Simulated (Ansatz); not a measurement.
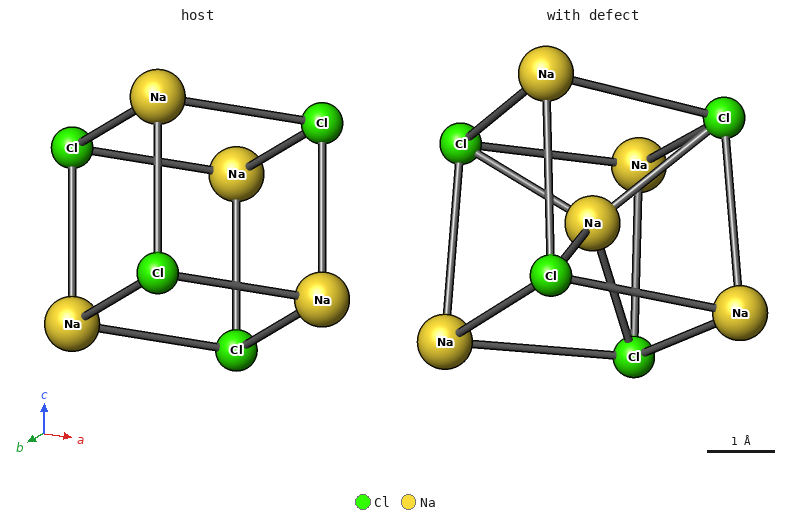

Left: perfect NaCl. Right: the same region with one point defect, after relaxing the atoms in a supercell of 64 sites. Style: ball-and-stick. Shown: the atoms within 3.8 Å of one point, from a free direction.

Theory: Ansatz, DFT, PBEsol, PAW, plane waves. Set-up: plane-wave cutoff 420 eV; k-point mesh 1 × 1 × 1; mesh shifted by (0.25, 0.25, 0.25); no spin polarisation. Fermi-Dirac smearing of 0.01 eV. A uniform background neutralises the charged cell. The axes drawn are those of the host's conventional cell.

Which defect is it?

Answer. An extra sodium atom is put between the host's atoms (an interstitial).

The charge state of the cell is −1.

How does the lattice respond?

Answer. The Na atom starts with 4 Na at 2.42 to 2.43 Å, 4 Cl at 2.42 to 2.43 Å around its place and ends with 4 Cl at 2.55 Å, 4 Na at 2.86 Å. Of the host's atoms, a sodium atom moves furthest from its site, by 0.44 Å.

Limits of the set-up: the cell is charged, on a uniform background, and energies carry no finite-size correction.
